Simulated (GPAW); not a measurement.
**free-standing square V monolayer, spacing 2.841 A: a ladder in all numerical settings together**

Aim: see how far moments and order energies of free-standing square V monolayer, spacing 2.841 A move with all numerical settings together, and what each rung costs.

Program: GPAW 26.7.0. Level of theory: revPBE; plane waves with GPAW's PAW setups, scalar-relativistic. Results are calculated unless marked as measured.

## (1) Starting point

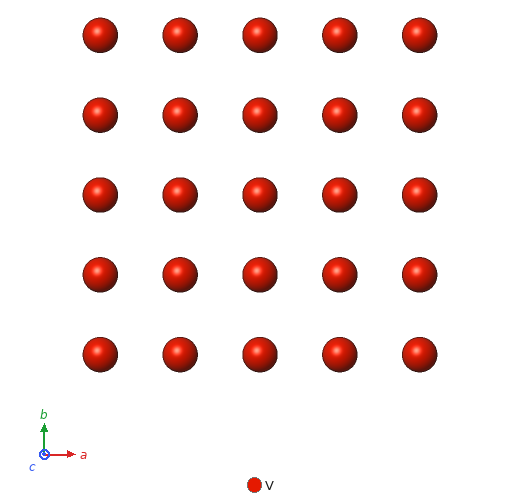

Start, viewed from above; vanadium red. 4×4×1 cells are drawn. Some periodic images of atoms are drawn too.

The cell holds 1 atom: 1 V. Its edges and angles: a = 2.841 Å, b = 2.841 Å, c = 14.000 Å, α = 90.0°, β = 90.0°, γ = 90.0°. model lattice. Vacuum lies along c.

As a file:

```
V
1.0
     2.84100    0.00000    0.00000
     0.00000    2.84100    0.00000
     0.00000    0.00000   14.00000
V
1
Direct
  0.00000 0.00000 0.50000
```

## (2) Rung 1 (280 eV, mesh 4×4×1), start ferro +

Several settings change at once from rung to rung, from a quick look to a careful run; the headings and inputs name them.

Contents of order1.py:

```python
import json
import numpy as np
from ase import Atoms
from ase.parallel import paropen, parprint
from gpaw import GPAW

atoms = Atoms(['V'],
    cell=[[2.841, 0.0, 0.0],
         [0.0, 2.841, 0.0],
         [0.0, 0.0, 14.0]],
    scaled_positions=[[0.0, 0.0, 0.5]],
    pbc=True,
    magmoms=[1.5])
atoms.calc = GPAW(mode={'name': 'pw', 'ecut': 280},
    xc='revPBE',
    kpts={'size': (4, 4, 1), 'gamma': True},
    occupations={'name': 'marzari-vanderbilt', 'width': 0.2},
    convergence={'density': 1e-05, 'energy': 1e-05},
    maxiter=200,
    symmetry={'tolerance': 1e-4},
    txt='order1.txt')
e = atoms.get_potential_energy(force_consistent=True)
res = {'free_energy': e, 'energy_sigma0': atoms.get_potential_energy(), 'fermi_energy': atoms.calc.get_fermi_level()}
res['moments'] = atoms.get_magnetic_moments().tolist()
res['total'] = atoms.get_magnetic_moment()
parprint('site moments (muB):', np.round(res['moments'], 3))
parprint(f"total moment: {res['total']:.3f} muB")
parprint(f'free energy: {e:.6f} eV')
atoms.calc.write('order1.gpw')
with paropen('results.json', 'w') as f:
    json.dump(res, f)
```

On the command line:

```console
OMP_NUM_THREADS=1 python3 order1.py > order1.log
```

Numbers of over 12 decimals in the logs are rounded to 6 here.

The program printed:

```text
site moments (muB): [2.439]
total moment: 3.210 muB
free energy: -5.358699 eV

--- order1.txt ---
Input parameters:
  mode=PW(ecut=280),
  convergence={'density': 1e-05, 'energy': 1e-05},
  kpts=MonkhorstPack(size=(4, 4, 1), gamma=True),
  maxiter=200,
  occupations=Occupations(name='marzari-vanderbilt', width=0.2),
  symmetry=Symmetry(tolerance=0.0001),
  xc=XC(name='revPBE')

Diagonalizing LCAO Hamiltonian
Converting LCAO to pw mode
   .------.
  /|      |
 * |      |
 | |      |
 | |      |
 | |      |
 | |      |
 | |      |
 | |      |
 | |      |
 V |      |
 | |      |
 | |      |
 | |      |
 | |      |
 | |      |
 | |      |
 | .------.
 |/      /
 *------*

Atoms  # Å, Bohr magnetons
|   | symbol |        x |        y |        z |    initial magnetic moments |
|---|--------|----------|----------|----------|-----------------------------|
| 0 |      V | 0.000000 | 0.000000 | 7.000000 | ( 0.0000,  0.0000,  1.5000) |

Unit cell  # Å
| periodic |        x |        y |         z |   lengths |    angles |
|----------|----------|----------|-----------|-----------|-----------|
|      yes | 2.841000 | 0.000000 |  0.000000 |  2.841000 | 90.000000 |
|      yes | 0.000000 | 2.841000 |  0.000000 |  2.841000 | 90.000000 |
|      yes | 0.000000 | 0.000000 | 14.000000 | 14.000000 | 90.000000 |

Number of symmetries: 16

BZ-sampling:
  Number of BZ points: 16
  Number of IBZ points: 6

  Monkhorst-Pack size: [4, 4, 1]
  Monkhorst-Pack shift: [0.125, 0.125, 0.0]

Plane wave coefficients: 1220
Cutoff: 280.0 eV

Spin-components: 2 (collinear spins)
Bands:           13
Projectors:      6
Spin-degeneracy: 1
Datatype:        complex128

Parallelization:
  kpt:    1
  domain: 1
  band:   1

Density:
  Valence electrons: 13.0
  Components: 2
  Grid points: [12 12 56]
  Charge: 0.0  # |e|

Potential:
  Grid points: [12 12 56]

[... setups left out ...]
Reference energy: -25824.026951  # eV

eigensolver:
  PPCG
  Converge bands: occupied
  niter=2

density mixing:
  MSR1-Mixer
  Pratt-step length: 0.05
  Maximum mixing coefficient: 0.75
  Old densities: 10
  SVD Regularization: 0.005
  Good broyden scale: 1.0
  Trust region scale: 1.0
  Backstep threshold: 4.0
  History deletion threshold: 6.0
  Fourier metric: weight=20.0, sigma=0.015

occupation numbers:
  Marzari-Vanderbilt:
    width: 0.2000  # eV

poisson solver:
  ecut: 2240.0  # eV

xc functional:
  name: revPBE with 2 nearest neighbor stencil

convergence criteria:
- Maximum integral of absolute [dens]ity change: 1e-05 electrons / valence electron
- Maximum [total energy] change in last 3 cyles: 1e-05 eV / valence electron
- Maximum integral of absolute [eigenst]ate change: 4e-08 eV^2 / valence electron
maximum number of iterations: 200

SCF iterations
|iter     |      energy | eigst |  dens |  magmom |
|---------|-------------|-------|-------|---------|
|iter:   1|       0s |   -5.094060 | +0.02 |       |  +1.5056|
|iter:   2|       0s |   -5.055226 | -1.15 | -0.91 |  +1.5328|
|iter:   3|       0s |   -5.083184 | -1.48 | -0.95 |  +1.8497|
|iter:   4|       1s |   -5.210456 | -1.89 | -1.01 |  +2.2874|
|iter:   5|       1s |   -5.320348 | -1.96 | -1.17 |  +2.8173|
|iter:   6|       1s |   -5.358813 | -2.00 | -1.43 |  +3.2447|
|iter:   7|       1s |   -5.358432 | -3.21 | -2.16 |  +3.2441|
|iter:   8|       1s |   -5.358576 | -4.05 | -2.44 |  +3.2053|
|iter:   9|       2s |   -5.358687 | -4.36 | -2.91 |  +3.2104|
|iter:  10|       2s |   -5.358695c| -5.01 | -3.39 |  +3.2134|
|iter:  11|       2s |   -5.358699c| -5.62 | -3.36 |  +3.2093|
|iter:  12|       2s |   -5.358699c| -6.45 | -4.20 |  +3.2095|
|iter:  13|       2s |   -5.358699c| -7.06 | -4.57 |  +3.2096|
|iter:  14|       2s |   -5.358699c| -7.67c| -5.58c|  +3.2096|

Converged in 14 steps
Energy contributions relative to reference atoms: (reference = -25824.026951)

Energy contributions:
  Kinetic:          -2.497511
  Coulomb:           3.565256
  Zero:              0.122571
  External:          0.000000
  Xc:               -6.569164
  Entropy:           0.020148
  Spinorbit:         0.000000
  ----------------------------
  Free energy:      -5.358699
  Extrapolated:     -5.358699

dipole moment: (-6.688646, -6.688646, 0.000000)  # |e|*Ang

Total magnetic moment: (0.000000, 0.000000, 3.209615)

Local magnetic moments
|        x |        y |        z |
|----------|----------|----------|
| 0.000000 | 0.000000 | 2.438765 |  # V    0

Fermi level: -2.121
Eigenvalues  # (at kpt = [0.000, 0.000, 0.000])
| band index |      eig [eV] | occ [0-1] |      eig [eV] | occ [0-1] |
|------------|---------------|-----------|---------------|-----------|
|          0 |       -67.147 |     1.000 |       -64.661 |     1.000 |
|          1 |       -41.094 |     1.000 |       -38.495 |     1.000 |
|          2 |       -40.784 |     1.000 |       -38.495 |     1.000 |
|          3 |       -40.784 |     1.000 |       -38.243 |     1.000 |
|          4 |        -6.443 |     1.000 |        -5.174 |     1.000 |
|          5 |        -4.231 |     1.000 |        -1.350 |     0.000 |
|          6 |        -3.138 |     1.000 |        -0.819 |     0.000 |
|          7 |        -2.042 |     0.177 |        -0.777 |     0.000 |
|          8 |        -1.572 |     0.000 |         0.886 |     0.000 |
|          9 |        -1.572 |     0.000 |         1.078 |     0.000 |
|         10 |        -0.472 |     0.000 |         1.078 |     0.000 |
|         11 |         1.305 |     0.000 |         1.696 |     0.000 |
|         12 |         2.274 |     0.000 |         2.733 |     0.000 |

No gap
No difference between direct/indirect transitions
```

Wall time 4.4 s (1 MPI rank of Intel Xeon 6975P-C (Granite Rapids), shared host); peak memory 0.14 GiB.

Spin moment in the augmentation sphere by atom:

| atom | spin moment in the augmentation sphere (μB) |
| --- | --- |
| V1 | 2.44 |

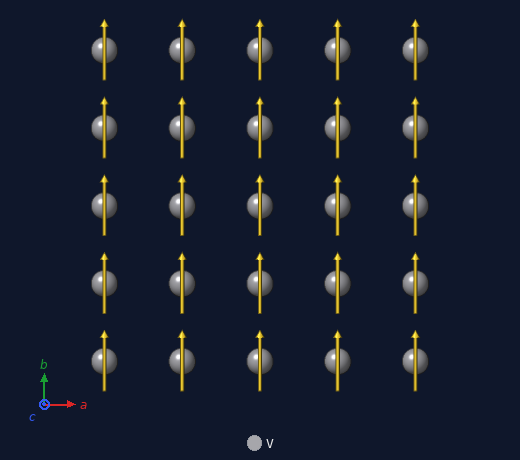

Spin moment in the augmentation sphere as arrows, the longest 2.44 μB. Up and down stand for the sign. Arrows give size and sign along the axis of quantisation, drawn up and down the page. 4×4×1 cells are drawn. Some periodic images of atoms are drawn too.

Read from the output:

```
magnetization : 3.210 μB
final state   : ferromagnetic
```

After 14 cycles the largest moment stands at 2.44 μB.

## (3) Rung 1 (280 eV, mesh 4×2×1), start antiferro q=(0,1/2,0) +-

The second start gives the energy difference between the two end states, the quantity that is followed up the ladder. Its q is in fractions of the reciprocal vectors of the first run's cell.

order2.py is the script of step 2 with these lines changed:

```diff
@@ -6,12 +6,13 @@
 
-atoms = Atoms(['V'],
+atoms = Atoms(['V', 'V'],
     cell=[[2.841, 0.0, 0.0],
-         [0.0, 2.841, 0.0],
+         [0.0, 5.682, 0.0],
          [0.0, 0.0, 14.0]],
-    scaled_positions=[[0.0, 0.0, 0.5]],
+    scaled_positions=[[0.0, 0.0, 0.5],
+         [0.0, 0.5, 0.5]],
     pbc=True,
-    magmoms=[1.5])
+    magmoms=[1.5, -1.5])
 atoms.calc = GPAW(mode={'name': 'pw', 'ecut': 280},
     xc='revPBE',
-    kpts={'size': (4, 4, 1), 'gamma': True},
+    kpts={'size': (4, 2, 1), 'gamma': True},
     occupations={'name': 'marzari-vanderbilt', 'width': 0.2},
@@ -20,3 +21,3 @@
     symmetry={'tolerance': 1e-4},
-    txt='order1.txt')
+    txt='order2.txt')
 e = atoms.get_potential_energy(force_consistent=True)
@@ -28,3 +29,3 @@
 parprint(f'free energy: {e:.6f} eV')
-atoms.calc.write('order1.gpw')
+atoms.calc.write('order2.gpw')
 with paropen('results.json', 'w') as f:
```

On the command line:

```console
OMP_NUM_THREADS=1 python3 order2.py > order2.log
```

The program printed:

```text
site moments (muB): [ 2.646 -2.646]
total moment: -0.000 muB
free energy: -10.956579 eV

--- order2.txt ---
Input parameters:
  mode=PW(ecut=280),
  convergence={'density': 1e-05, 'energy': 1e-05},
  kpts=MonkhorstPack(size=(4, 2, 1), gamma=True),
  maxiter=200,
  occupations=Occupations(name='marzari-vanderbilt', width=0.2),
  symmetry=Symmetry(tolerance=0.0001),
  xc=XC(name='revPBE')

Diagonalizing LCAO Hamiltonian
Converting LCAO to pw mode
    .------.
   /|      |
  / |      |
 *  |      |
 |  |      |
 |  |      |
 |  |      |
 |  |      |
 |  |      |
 |  |      |
 |V |      |
 V  |      |
 |  |      |
 |  |      |
 |  |      |
 |  |      |
 |  |      |
 |  .------.
 | /      /
 |/      /
 *------*

Atoms  # Å, Bohr magnetons
|   | symbol |        x |        y |        z |    initial magnetic moments |
|---|--------|----------|----------|----------|-----------------------------|
| 0 |      V | 0.000000 | 0.000000 | 7.000000 | ( 0.0000,  0.0000,  1.5000) |
| 1 |      V | 0.000000 | 2.841000 | 7.000000 | ( 0.0000,  0.0000, -1.5000) |

Number of symmetries: 8

BZ-sampling:
  Number of BZ points: 8
  Number of IBZ points: 6

  Monkhorst-Pack size: [4, 2, 1]
  Monkhorst-Pack shift: [0.125, 0.25, 0.0]

Plane wave coefficients: 2440
Cutoff: 280.0 eV

Spin-components: 2 (collinear spins)
Bands:           20
Projectors:      12
Spin-degeneracy: 1
Datatype:        complex128

Parallelization:
  kpt:    1
  domain: 1
  band:   1

Density:
  Valence electrons: 26.0
  Components: 2
  Grid points: [12 24 56]
  Charge: 0.0  # |e|

Potential:
  Grid points: [12 24 56]

[... setups left out ...]
[...]
|iter:  14|       6s |  -10.956578c| -6.23 | -4.18 |  -0.0000|
|iter:  15|       7s |  -10.956578c| -6.72 | -4.39 |  -0.0000|
|iter:  16|       7s |  -10.956579c| -7.37 | -4.87 |  -0.0000|
|iter:  17|       8s |  -10.956579c| -7.70c| -5.38c|  -0.0000|

Converged in 17 steps
Energy contributions relative to reference atoms: (reference = -51648.053902)

Energy contributions:
  Kinetic:          -5.154601
  Coulomb:           7.911887
  Zero:              0.250348
  External:          0.000000
  Xc:              -13.968206
  Entropy:           0.003994
  Spinorbit:         0.000000
  ----------------------------
  Free energy:     -10.956579
  Extrapolated:    -10.956579

dipole moment: (-13.337353, -13.337353, 0.000000)  # |e|*Ang

Total magnetic moment: (0.000000, 0.000000, -0.000003)

Local magnetic moments
|        x |        y |         z |
|----------|----------|-----------|
| 0.000000 | 0.000000 |  2.645646 |  # V    0
| 0.000000 | 0.000000 | -2.645648 |  # V    1

Fermi level: -2.170
Eigenvalues  # (at kpt = [0.000, 0.000, 0.000])
| band index |      eig [eV] | occ [0-1] |      eig [eV] | occ [0-1] |
|------------|---------------|-----------|---------------|-----------|
|          0 |       -67.004 |     1.000 |       -67.004 |     1.000 |
|        ... |               |           |               |           |
|          4 |       -40.716 |     1.000 |       -40.716 |     1.000 |
|          5 |       -38.243 |     1.000 |       -38.243 |     1.000 |
|          6 |       -38.070 |     1.000 |       -38.070 |     1.000 |
|          7 |       -38.060 |     1.000 |       -38.060 |     1.000 |
[...]
|         16 |        -1.142 |     0.000 |        -1.142 |     0.000 |
|         17 |        -0.133 |     0.000 |        -0.133 |     0.000 |
|         18 |         0.525 |     0.000 |         0.525 |     0.000 |
|         19 |         1.100 |     0.000 |         1.100 |     0.000 |

No gap
No difference between direct/indirect transitions
```

Wall time 10 s (1 MPI rank); peak memory 0.17 GiB.

Spin moment in the augmentation sphere by atom:

| atom | spin moment in the augmentation sphere (μB) |
| --- | --- |
| V1 | 2.65 |
| V2 | -2.65 |

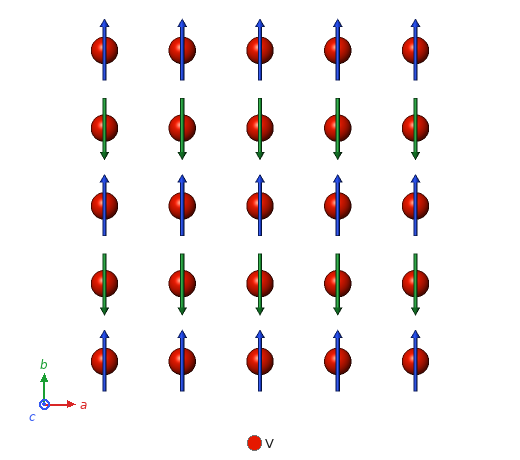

Spin moment in the augmentation sphere as arrows, the longest 2.65 μB. Up and down stand for the sign. Arrows give size and sign along the axis of quantisation, drawn up and down the page. The two directions have two colours. 4×2×1 cells are drawn. Some periodic images of atoms are drawn too.

Numbers from this step:

```
magnetization : 0 μB
final state   : antiferromagnetic
```

This start lies -119.6 meV a seeded atom from the first; its largest moment is 2.65 μB.

## (4) Rung 2 (380 eV, mesh 6×6×1), start ferro +

order1.py is the script of step 2 with these lines changed:

```diff
@@ -13,6 +13,6 @@
     magmoms=[1.5])
-atoms.calc = GPAW(mode={'name': 'pw', 'ecut': 280},
+atoms.calc = GPAW(mode={'name': 'pw', 'ecut': 380},
     xc='revPBE',
-    kpts={'size': (4, 4, 1), 'gamma': True},
-    occupations={'name': 'marzari-vanderbilt', 'width': 0.2},
+    kpts={'size': (6, 6, 1), 'gamma': True},
+    occupations={'name': 'marzari-vanderbilt', 'width': 0.15},
     convergence={'density': 1e-05, 'energy': 1e-05},
```

On the command line:

```console
OMP_NUM_THREADS=1 python3 order1.py > order1.log
```

The program printed:

```text
site moments (muB): [2.511]
total moment: 3.320 muB
free energy: -5.440863 eV

--- order1.txt ---
Input parameters:
  mode=PW(ecut=380),
  convergence={'density': 1e-05, 'energy': 1e-05},
  kpts=MonkhorstPack(size=(6, 6, 1), gamma=True),
  maxiter=200,
  occupations=Occupations(name='marzari-vanderbilt', width=0.15),
  symmetry=Symmetry(tolerance=0.0001),
  xc=XC(name='revPBE')

Diagonalizing LCAO Hamiltonian
[...]
|          3 |       -41.096 |     1.000 |       -38.326 |     1.000 |
|          4 |        -6.656 |     1.000 |        -5.339 |     1.000 |
[...]
|          9 |        -1.692 |     0.000 |         0.828 |     0.000 |
|         10 |        -0.911 |     0.000 |         0.828 |     0.000 |
|         11 |         1.322 |     0.000 |         1.776 |     0.000 |
|         12 |         2.285 |     0.000 |         2.782 |     0.000 |

No gap
No difference between direct/indirect transitions


[key lines of the parts left out:]
Free energy:      -5.440863
Converged in 16 steps
dipole moment: (-6.698381, -6.698381, 0.000000)  # |e|*Ang
Fermi level: -2.121
```

Wall time 7.9 s (1 MPI rank); peak memory 0.16 GiB.

This step gave:

```yaml
magnetization: 3.320 μB
final_state: ferromagnetic
largest_moment: 2.511 μB
```

The largest moment moves by +0.07 μB from rung 1, at 1.8 times its CPU time.

## (5) Rung 2 (380 eV, mesh 6×3×1), start antiferro q=(0,1/2,0) +-

order2.py is the script of step 3 with these lines changed:

```diff
@@ -14,6 +14,6 @@
     magmoms=[1.5, -1.5])
-atoms.calc = GPAW(mode={'name': 'pw', 'ecut': 280},
+atoms.calc = GPAW(mode={'name': 'pw', 'ecut': 380},
     xc='revPBE',
-    kpts={'size': (4, 2, 1), 'gamma': True},
-    occupations={'name': 'marzari-vanderbilt', 'width': 0.2},
+    kpts={'size': (6, 3, 1), 'gamma': True},
+    occupations={'name': 'marzari-vanderbilt', 'width': 0.15},
     convergence={'density': 1e-05, 'energy': 1e-05},
```

On the command line:

```console
OMP_NUM_THREADS=1 python3 order2.py > order2.log
```

The program printed:

```text
site moments (muB): [ 2.631 -2.631]
total moment: 0.000 muB
free energy: -11.059097 eV

--- order2.txt ---
Input parameters:
  mode=PW(ecut=380),
  convergence={'density': 1e-05, 'energy': 1e-05},
  kpts=MonkhorstPack(size=(6, 3, 1), gamma=True),
  maxiter=200,
  occupations=Occupations(name='marzari-vanderbilt', width=0.15),
  symmetry=Symmetry(tolerance=0.0001),
  xc=XC(name='revPBE')

Diagonalizing LCAO Hamiltonian
[...]
|          6 |       -38.202 |     1.000 |       -38.202 |     1.000 |
|          7 |       -38.040 |     1.000 |       -38.039 |     1.000 |
[...]
|         16 |        -1.045 |     0.000 |        -1.045 |     0.000 |
|         17 |        -0.370 |     0.000 |        -0.370 |     0.000 |
|         18 |         0.486 |     0.000 |         0.486 |     0.000 |
|         19 |         1.171 |     0.000 |         1.171 |     0.000 |

No gap
No difference between direct/indirect transitions


[key lines of the parts left out:]
Free energy:     -11.059097
Converged in 46 steps
dipole moment: (-13.372644, -13.372643, 0.000000)  # |e|*Ang
Fermi level: -2.264
```

It took 49 s on 1 MPI rank; peak memory 0.21 GiB.

This step gave:

```yaml
magnetization: 0 μB
final_state: antiferromagnetic
largest_moment: 2.631 μB
```

This start lies -88.7 meV a seeded atom from the first, a change of +30.9 meV since rung 1; its largest moment is 2.63 μB.

## (6) Rung 3 (500 eV, mesh 8×8×1), start ferro +

order1.py is the script of step 4 with these lines changed:

```diff
@@ -13,6 +13,6 @@
     magmoms=[1.5])
-atoms.calc = GPAW(mode={'name': 'pw', 'ecut': 380},
+atoms.calc = GPAW(mode={'name': 'pw', 'ecut': 500},
     xc='revPBE',
-    kpts={'size': (6, 6, 1), 'gamma': True},
-    occupations={'name': 'marzari-vanderbilt', 'width': 0.15},
+    kpts={'size': (8, 8, 1), 'gamma': True},
+    occupations={'name': 'marzari-vanderbilt', 'width': 0.1},
     convergence={'density': 1e-05, 'energy': 1e-05},
```

On the command line:

```console
OMP_NUM_THREADS=1 python3 order1.py > order1.log
```

The program printed:

```text
site moments (muB): [2.41]
total moment: 3.176 muB
free energy: -5.497542 eV

--- order1.txt ---
Input parameters:
  mode=PW(ecut=500),
  convergence={'density': 1e-05, 'energy': 1e-05},
  kpts=MonkhorstPack(size=(8, 8, 1), gamma=True),
  maxiter=200,
  occupations=Occupations(name='marzari-vanderbilt', width=0.1),
  symmetry=Symmetry(tolerance=0.0001),
  xc=XC(name='revPBE')

Diagonalizing LCAO Hamiltonian
[...]
|          3 |       -41.063 |     1.000 |       -38.525 |     1.000 |
|          4 |        -6.537 |     1.000 |        -5.291 |     1.000 |
[...]
|          9 |        -1.763 |     0.000 |         0.764 |     0.000 |
|         10 |        -0.844 |     0.000 |         0.764 |     0.000 |
|         11 |         1.312 |     0.000 |         1.730 |     0.000 |
|         12 |         2.278 |     0.000 |         2.749 |     0.000 |

No gap
No difference between direct/indirect transitions


[key lines of the parts left out:]
Free energy:      -5.497542
Converged in 15 steps
dipole moment: (-6.712458, -6.712458, 0.000000)  # |e|*Ang
Fermi level: -2.309
```

It took 12 s on 1 MPI rank; peak memory 0.19 GiB.

Numbers from this step:

```yaml
magnetization: 3.176 μB
final_state: ferromagnetic
largest_moment: 2.410 μB
```

The largest moment moves by -0.10 μB from rung 2, at 1.5 times its CPU time.

(Continued in part 2 of 2.)

[Logs and program files are shortened in this print: banners, set-up blocks, solver, clock and traceback lines can be left out without a mark of their own.]

[Logs are printed without paths, hosts, clocks, repeated set-up lines and the standing remarks that a program may print on its own settings, such as how far it seeks lower states.]

[Hosts, paths, dates, database ids (printed as entryN), source tags and the programs' standing remarks are cut or masked in the printed files.]

[Where a cell is said to come from a database of computed structures, the database is the Materials Project.]
